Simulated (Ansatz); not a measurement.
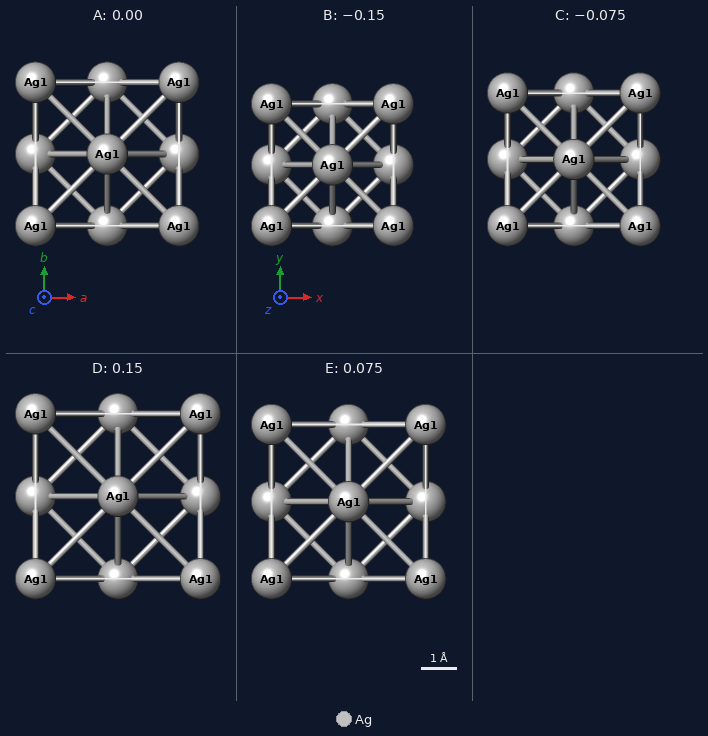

Solid Ag (Fm-3m): the cell is strained equally along x and y, with the atoms kept at their fractional coordinates. x, y and z are the Cartesian axes of the input. A ball-and-stick model of the conventional cell (4 times the calculation's cell), seen along the c axis. Lengths and directions refer to the drawn axes.

These are results of DFT PBE, scalar-relativistic, plane waves, PAW (Ansatz 0.2.0), not measurements. (plane-wave cutoff 420 eV; k-point mesh 24 × 24 × 24; occupations gaussian; smearing width 0.15 eV; no spin polarisation). Energies (free energies at the smearing named) are counted from the relaxed crystal.

**Order these geometries by energy, lowest first.**

Lowest first: A (the strain 0.00, 0 meV/atom), E (the strain 0.075, 92 meV/atom), C (the strain −0.075, 165 meV/atom), D (the strain 0.15, 285 meV/atom), B (the strain −0.15, 922 meV/atom). Over the whole scan: of the computed points the lowest is at the strain 0.00, 0 meV/atom. The end points stand at 922 meV/atom (−0.15) and 285 meV/atom (0.15). The distortion takes the space group from Fm-3m to I4/mmm. At the strain −0.15 the cell of the drawing goes a 4.147 → 3.525 Å, b 4.147 → 3.525 Å.
